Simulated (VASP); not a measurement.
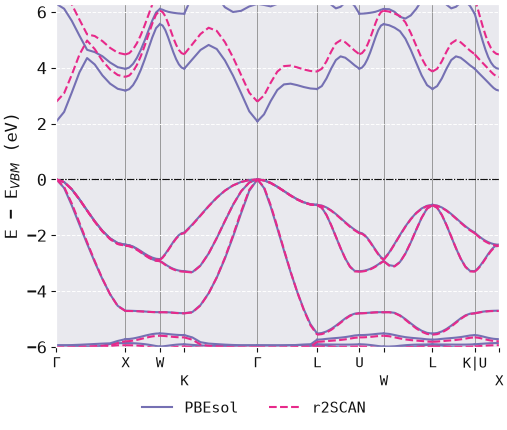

Band structures of zincblende ZnS, space group F-43m (No. 216), 2 atoms in the primitive cell (cubic a = 5.361 Å), by two methods on the same cell. Each is counted from its own valence-band top.

### How do the methods compare?

PBEsol gives a gap of 2.08 eV along the path and r2SCAN gives a gap of 2.79 eV along the path. Over the top 3 filled bands the two differ by 0.02 eV on average.

Settings. PBEsol: VASP PAW PBE potentials, release 64 (Zn, S), no spin polarisation, no spin-orbit coupling, 10×10×10 k mesh, 520 eV cutoff, Gaussian smearing of 0.02 eV (VASP 6.6.1). r2SCAN: VASP PAW PBE potentials, release 64 (Zn, S), no spin polarisation, no spin-orbit coupling, 10×10×10 k mesh, 520 eV cutoff, Gaussian smearing of 0.02 eV (VASP 6.6.1).

The PAW data sets were made with another functional. LDA, GGA and most meta-GGA functionals understate gaps. The cell was derived from a database entry in an earlier step, so it needn't be the measured one.
